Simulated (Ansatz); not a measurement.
This input was run:

```
crystal:
  lattice:
    - [3.7881123217, 0.0, 0.0]
    - [-1.8940561609, 3.280601503, 0.0]
    - [0.0, 0.0, 6.2727636358]
  atoms:
    - { symbol: Zr, position: [0.0, 0.0, 0.0] }
    - { symbol: Se, position: [0.3333333333, 0.6666666667, 0.2505194065] }
    - { symbol: Se, position: [0.6666666667, 0.3333333333, 0.7494805935] }
kpoints:
  mp_grid: { grid: [6, 6, 4] }
  band_path:
    path:
      - [0.0, 0.0, 0.0]
      - [0.5, 0.0, 0.0]
      - [0.3333333333, 0.3333333333, 0.0]
      - [0.0, 0.0, 0.5]
      - [0.5, 0.0, 0.5]
      - [0.3333333333, 0.3333333333, 0.5]
      - [0.0, 0.5, 0.5]
    npoints: 1
hamiltonian:
  xc: hse06
scf:
  occupations: { method: fixed }
  n_extra_bands: 4
output:
  forces: true
  stress: true
  eigenvalues: true
```

Launched with:
```bash
ansatz run input.yaml --threads 4 --pin off --max-ram 4608MiB --backend cpu --events-out ev --progress --plain --runs-dir out
```

Predict the main features of the density of states.

There is a gap; over the k points computed it is 1.01 eV (indirect; the smallest direct gap is 1.85 eV). The upper group of valence states starts about 5.1 eV under the valence-band top, with a gap beneath it; it holds about 12 electrons a cell. Within the window shown, the tallest peak of the filled states lies 2.8 eV under the valence-band top, at about 5.3 states per eV and cell.

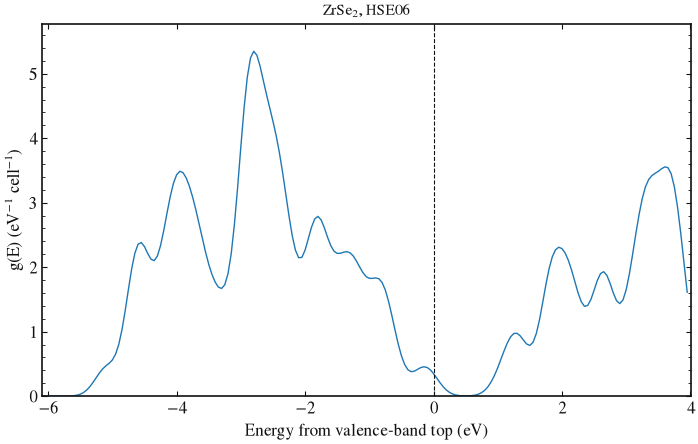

Density of states. Energies are counted from the top of the valence band. The curve is built from the levels of the k mesh with Gaussians 0.4 eV wide, which also blur the band edges.
